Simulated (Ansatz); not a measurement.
**Si₁₆H₂O: geometry relaxation (part 3 of 3)**

Continued. System: Si₁₆H₂O (slab, 19 atoms in the cell). Method: DFT PBE+D3(BJ), scalar-relativistic, plane waves, PAW, no spin polarisation (Ansatz 0.2.0); cutoff 420 eV, 2×3×1 k-mesh, Gaussian smearing of 0.05 eV. The structure derives from an entry of the Crystallography Open Database. The input holds or restrains some coordinates. It belongs to a series of runs on one base structure; here: 1 H2O a cell, tilted, over a bridge Si-Si site.

Geometry of the input (Å; fractional positions):
```
7.6672  0.0000  0.0000
0.0000  5.4215  0.0000
0.0000  0.0000  25.1073
Si 0.2500  0.0000  0.3186
Si 0.7500  0.0000  0.3186
Si 0.5000  0.2500  0.3186
Si 0.0000  0.2500  0.3186
Si 0.5000  0.5000  0.3950
Si 0.0000  0.5000  0.3950
Si 0.7500  0.7500  0.3950
Si 0.2500  0.7500  0.3950
Si 0.7500  0.0037  0.4718
Si 0.2500  0.0037  0.4718
Si 0.0000  0.2463  0.4718
Si 0.5000  0.2463  0.4718
Si 0.0000  0.5081  0.5441
Si 0.5000  0.5081  0.5441
Si 0.2500  0.7419  0.5441
Si 0.7500  0.7419  0.5441
O  0.3592  0.5239  0.6538
H  0.3750  0.6250  0.6213
H  0.4649  0.5568  0.6754
```

### Output, continued
```
  k-point 1: bands = ["-24.1973", "-12.1835", "-11.8026", "-11.1834", "-10.8422", "-10.4937", "-10.2272", "-10.2031", "-9.6631", "-9.0641", "-8.6808", "-7.8116", "-7.6276", "-7.4805", "-7.3934", "-7.1591", "-6.7849", "-6.4775", "-5.4001", "-4.3705", "-4.1990", "-3.9920", "-3.9116", "-3.7785", "-3.3806", "-3.1320", "-3.0630", "-2.8997", "-2.7311", "-2.3889", "-2.0447", "-1.8739", "-1.7626", "-1.6362", "-1.0572", "-0.9680", "-0.8369", "-0.6610", "-0.3328", "0.3570", "0.9107", "1.1094", "1.2905", "1.4777", "1.6322", "1.7776", "1.9472", "2.1703", "2.2600", "2.7289", "2.8183", "2.8983", "2.9657", "3.0681", "3.1299"]
  k-point 2: bands = ["-24.1985", "-12.1502", "-12.0192", "-11.7205", "-11.0252", "-10.7903", "-10.0384", "-9.2275", "-9.0986", "-8.7069", "-8.5700", "-8.3315", "-8.2493", "-7.3948", "-7.2037", "-6.7031", "-5.2088", "-5.1065", "-4.9787", "-4.8945", "-4.2980", "-4.2695", "-4.2009", "-4.0364", "-3.9788", "-3.8872", "-3.7375", "-3.6904", "-3.0665", "-2.9354", "-2.8390", "-2.6977", "-2.1089", "-1.7305", "-1.4469", "-1.4239", "-0.6524", "-0.2904", "0.3410", "0.8418", "0.8648", "1.0642", "1.6512", "1.7724", "1.8858", "2.0048", "2.0498", "2.2221", "2.4719", "2.5809", "2.8429", "3.0712", "3.0936", "3.2618", "3.4946"]
  k-point 3: bands = ["-24.1973", "-11.9374", "-11.5973", "-11.5586", "-10.9061", "-10.4644", "-10.3828", "-10.2537", "-9.8518", "-9.5829", "-8.9680", "-7.4153", "-7.0899", "-6.9976", "-6.9306", "-6.7063", "-6.0439", "-5.7890", "-5.2958", "-5.2430", "-4.5267", "-4.5000", "-4.3688", "-4.3035", "-3.7012", "-3.6723", "-3.2293", "-3.1833", "-2.9758", "-2.9283", "-2.4579", "-2.3852", "-1.8276", "-1.5117", "-1.0082", "-0.9438", "-0.7285", "-0.6567", "-0.0310", "0.7124", "1.3532", "1.5661", "1.8999", "1.9482", "2.2789", "2.2865", "2.3775", "2.5785", "2.9064", "2.9491", "3.2001", "3.3108", "3.4536", "3.5522", "3.7172"]
--- Relaxed structure (36 steps of the walk, 34 accepted, 0 SCFs on fresh bases) ---
  F+E_penalty+E_count = -10768.32039395 eV   max|allowed force component| = 3.234e-2 eV/Å
  atoms:
    - { symbol: Si, position: [0.25, 0.0, 0.31863254639999994] }
    - { symbol: Si, position: [0.75, 0.0, 0.31863254639999994] }
    - { symbol: Si, position: [0.5, 0.24999999999999994, 0.31863254639999994] }
    - { symbol: Si, position: [0.0, 0.24999999999999994, 0.31863254639999994] }
    - { symbol: Si, position: [0.5, 0.4999999999999999, 0.3949767823] }
    - { symbol: Si, position: [0.0, 0.4999999999999999, 0.3949767823] }
    - { symbol: Si, position: [0.75, 0.7499999999999998, 0.3949767823] }
    - { symbol: Si, position: [0.25, 0.7499999999999998, 0.3949767823] }
    - { symbol: Si, position: [0.7483804931951248, 0.001082443002139457, 0.47178331711090515] }
    - { symbol: Si, position: [0.24861244263318774, -0.01228314415257158, 0.4755408975317959] }
    - { symbol: Si, position: [8.567798448947182e-6, 0.2443545936099021, 0.4719601070861062] }
    - { symbol: Si, position: [0.4962753406717074, 0.24123900117352348, 0.46875994625443484] }
    - { symbol: Si, position: [-0.0005556989496823645, 0.5711595587021588, 0.5317783496172166] }
    - { symbol: Si, position: [0.5048185786160495, 0.5277144429745384, 0.5378787582476449] }
    - { symbol: Si, position: [0.2545741794408401, 0.7689890237404726, 0.5572979900259615] }
    - { symbol: Si, position: [0.7444299570498719, 0.7895418115168156, 0.5536602410887166] }
    - { symbol: O, position: [0.5433879109043335, 0.29935220265733553, 0.5975574984155759] }
    - { symbol: H, position: [0.616642362966971, 0.38100643886653185, 0.6242468254673473] }
    - { symbol: H, position: [0.6103506607985337, 0.142233013469177, 0.5868207926502736] }
```

### Trajectory as extended XYZ (Å, eV, eV/Å), 5 of the 36 frames kept, from step=1 to step=36
```
19
Lattice="7.6672 0.0000 0.0000 0.0000 5.4215 0.0000 0.0000 0.0000 25.1073" Properties=species:S:1:pos:R:3:forces:R:3 step=1 energy=-10767.10635
Si    1.9168    0.0000    8.0000   -0.0013   0.2730   0.2363
Si    5.7504    0.0000    8.0000    0.0044   0.2431   0.2142
Si    3.8336    1.3554    8.0000   -0.0073  -0.2250   0.1196
Si    0.0000    1.3554    8.0000    0.0033  -0.2728   0.1450
Si    3.8336    2.7108    9.9168   -0.0046   0.0546  -0.1486
Si    0.0000    2.7108    9.9168    0.0047   0.0478  -0.1480
Si    5.7504    4.0661    9.9168    0.0011  -0.0579  -0.1958
Si    1.9168    4.0661    9.9168   -0.0018  -0.0689  -0.1917
Si    5.7504    0.0199   11.8464   -0.0085  -0.0107  -0.0016
Si    1.9168    0.0199   11.8464    0.0168  -0.0394  -0.0026
Si    0.0000    1.3355   11.8464   -0.0047  -0.0128   0.0175
Si    3.8336    1.3355   11.8464   -0.0075  -0.0590   0.0048
Si    0.0000    2.7545   13.6600   -0.0049  -0.0513  -0.0417
Si    3.8336    2.7545   13.6600    0.1867  -0.1209  -0.4501
Si    1.9168    4.0224   13.6600   -0.2074   0.2872  -0.3060
Si    5.7504    4.0224   13.6600    0.0336   0.0546   0.0675
O     2.7543    2.8401   16.4157    0.7322   0.0513   0.5023
H     2.8752    3.3885   15.6000   -0.0738  -0.0086   0.6361
H     3.5642    3.0187   16.9569   -0.6612  -0.0843  -0.4576
19
Lattice="7.6672 0.0000 0.0000 0.0000 5.4215 0.0000 0.0000 0.0000 25.1073" Properties=species:S:1:pos:R:3:forces:R:3 step=10 energy=-10767.78060
Si    1.9168    0.0000    8.0000    0.0117   0.4744   0.4623
Si    5.7504    0.0000    8.0000   -0.0164   0.4716   0.4489
Si    3.8336    1.3554    8.0000    0.0076  -0.4741  -0.0910
Si    0.0000    1.3554    8.0000   -0.0076  -0.5073  -0.1120
Si    3.8336    2.7108    9.9168    0.0252   0.1832  -0.0837
Si    0.0000    2.7108    9.9168   -0.0311   0.1676  -0.0668
Si    5.7504    4.0661    9.9168   -0.0263  -0.1386  -0.2369
Si    1.9168    4.0661    9.9168   -0.0043  -0.1252  -0.2180
Si    5.7378   -0.0548   11.9150    0.0099  -0.0189   0.0096
Si    1.9155   -0.0160   11.8911   -0.0090  -0.0103  -0.0048
Si   -0.0189    1.2872   11.8015    0.0060  -0.0084  -0.0324
Si    3.8363    1.3077   11.8100   -0.0055  -0.0894  -0.0237
Si   -0.0538    3.0901   13.2408    0.0022  -0.0247   0.0097
Si    3.8019    3.0399   13.3382   -0.0342   0.0717   0.1196
Si    1.8643    4.2271   13.9244    0.0151   0.0214  -0.0170
Si    5.7162    4.2208   13.9903    0.0077   0.0522  -0.0106
O     3.4916    2.3618   16.1483   -0.1951   0.4254  -0.0094
H     2.8417    3.1080   16.1087    0.3670  -0.4097   0.0080
H     4.2650    2.7546   16.5971   -0.1229  -0.0608  -0.1520
19
Lattice="7.6672 0.0000 0.0000 0.0000 5.4215 0.0000 0.0000 0.0000 25.1073" Properties=species:S:1:pos:R:3:forces:R:3 step=19 energy=-10767.99360
Si    1.9168    0.0000    8.0000    0.0268   0.4901   0.4177
Si    5.7504    0.0000    8.0000   -0.0261   0.4911   0.4178
Si    3.8336    1.3554    8.0000    0.0004  -0.5573   0.0117
Si    0.0000    1.3554    8.0000   -0.0015  -0.4875  -0.0796
Si    3.8336    2.7108    9.9168   -0.0025   0.1434  -0.2465
Si    0.0000    2.7108    9.9168    0.0011   0.1224  -0.0799
Si    5.7504    4.0661    9.9168   -0.0255  -0.0981  -0.2218
Si    1.9168    4.0661    9.9168    0.0248  -0.0980  -0.2179
Si    5.7452   -0.0296   11.8953   -0.0029  -0.0059   0.0060
Si    1.9203   -0.0325   11.8975    0.0065   0.0028   0.0022
Si   -0.0002    1.2948   11.8098    0.0004  -0.0056   0.0044
Si    3.8320    1.3118   11.7868   -0.0007   0.0251  -0.0085
Si   -0.0023    3.0670   13.2809   -0.0008   0.0029  -0.0006
Si    3.8310    2.9769   13.4167    0.0019  -0.0240   0.0079
Si    1.9076    4.2350   13.9538    0.0109  -0.0161   0.0091
Si    5.7544    4.2359   13.9508   -0.0061  -0.0052   0.0020
O     3.8387    1.7705   15.1274   -0.0669   0.1984   0.2168
H     3.0776    2.0873   15.6628    0.0096  -0.0976  -0.1406
H     4.6353    2.0449   15.6300    0.0521  -0.0803  -0.0979
19
Lattice="7.6672 0.0000 0.0000 0.0000 5.4215 0.0000 0.0000 0.0000 25.1073" Properties=species:S:1:pos:R:3:forces:R:3 step=27 energy=-10768.24438
Si    1.9168    0.0000    8.0000   -0.0196   0.4430   0.4421
Si    5.7504    0.0000    8.0000   -0.0709   0.5216   0.4153
Si    3.8336    1.3554    8.0000    0.0676  -0.5465   0.0399
Si    0.0000    1.3554    8.0000    0.0157  -0.4626  -0.0736
Si    3.8336    2.7108    9.9168   -0.0199   0.2059  -0.3416
Si    0.0000    2.7108    9.9168    0.0577   0.0871  -0.0802
Si    5.7504    4.0661    9.9168   -0.0222  -0.1447  -0.2975
Si    1.9168    4.0661    9.9168   -0.0453  -0.0219  -0.1147
Si    5.7451   -0.0139   11.8665   -0.0532  -0.0341  -0.0298
Si    1.9011   -0.0354   11.9271    0.0466  -0.0406  -0.0322
Si   -0.0115    1.3292   11.8411   -0.0285   0.0065   0.0436
Si    3.8183    1.3050   11.7642    0.0120   0.0315   0.0178
Si   -0.0587    3.0922   13.3501    0.0859  -0.0087  -0.0060
Si    3.8330    2.8868   13.4777    0.0278   0.0018  -0.0507
Si    1.9147    4.1722   13.9456   -0.0787   0.0142   0.0279
Si    5.6819    4.2853   13.9470   -0.0696   0.0316   0.0762
O     3.8639    1.6074   14.9534    0.0896   0.0631   0.2323
H     3.8084    2.0145   15.8454    0.1430  -0.1819  -0.2078
H     4.5928    0.8949   14.9243   -0.1388   0.0355  -0.0612
19
Lattice="7.6672 0.0000 0.0000 0.0000 5.4215 0.0000 0.0000 0.0000 25.1073" Properties=species:S:1:pos:R:3:forces:R:3 step=36 energy=-10768.32039
Si    1.9168    0.0000    8.0000   -0.0296   0.4423   0.4366
Si    5.7504    0.0000    8.0000   -0.0782   0.5307   0.4284
Si    3.8336    1.3554    8.0000    0.0737  -0.5450   0.0294
Si    0.0000    1.3554    8.0000    0.0279  -0.4670  -0.0841
Si    3.8336    2.7108    9.9168   -0.0639   0.1922  -0.3101
Si    0.0000    2.7108    9.9168    0.0915   0.0459  -0.0225
Si    5.7504    4.0661    9.9168   -0.0011  -0.1589  -0.3349
Si    1.9168    4.0661    9.9168   -0.0270  -0.0400  -0.1435
Si    5.7380    0.0059   11.8452    0.0022   0.0020   0.0000
Si    1.9062   -0.0666   11.9395    0.0013  -0.0014  -0.0009
Si    0.0001    1.3248   11.8496    0.0000  -0.0003   0.0033
Si    3.8050    1.3079   11.7693    0.0000  -0.0004   0.0024
Si   -0.0043    3.0966   13.3515   -0.0008   0.0014  -0.0045
Si    3.8705    2.8610   13.5047    0.0047  -0.0018   0.0009
Si    1.9519    4.1691   13.9922   -0.0021  -0.0015   0.0044
Si    5.7077    4.2805   13.9009    0.0032   0.0020  -0.0037
O     4.1663    1.6229   15.0030    0.0207   0.0233   0.0312
H     4.7279    2.0656   15.6731   -0.0223  -0.0197  -0.0323
H     4.6797    0.7711   14.7335   -0.0002  -0.0037  -0.0001
```

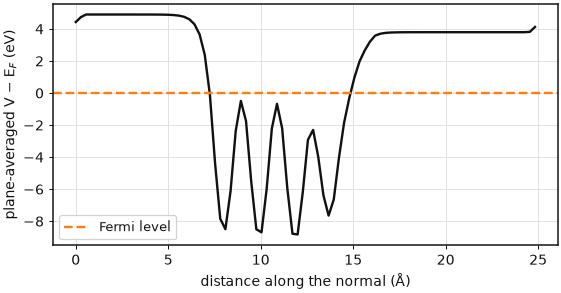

Plane average of the electrostatic potential energy of an electron across the cell, from the Fermi level. The vacuum level lies 3.80 eV above the Fermi level on the upper side and 4.90 eV on the lower.

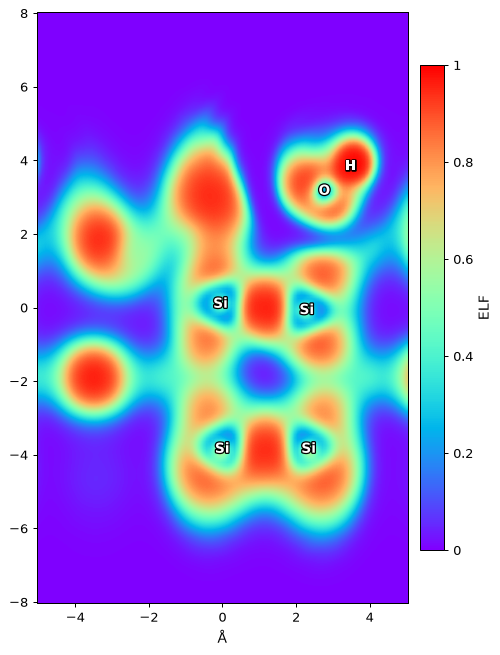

Electron localisation function on the (11̄0) plane of the calculation cell, a cut from vacuum to vacuum. Atoms in the plane: Si, O and H. Si–Si (2.35 Å): the ELF peaks at about 0.95 between the atoms, which marks localised, shared-pair bonding. Core electrons are frozen (PAW), so the fields are smoothed inside the atomic spheres.
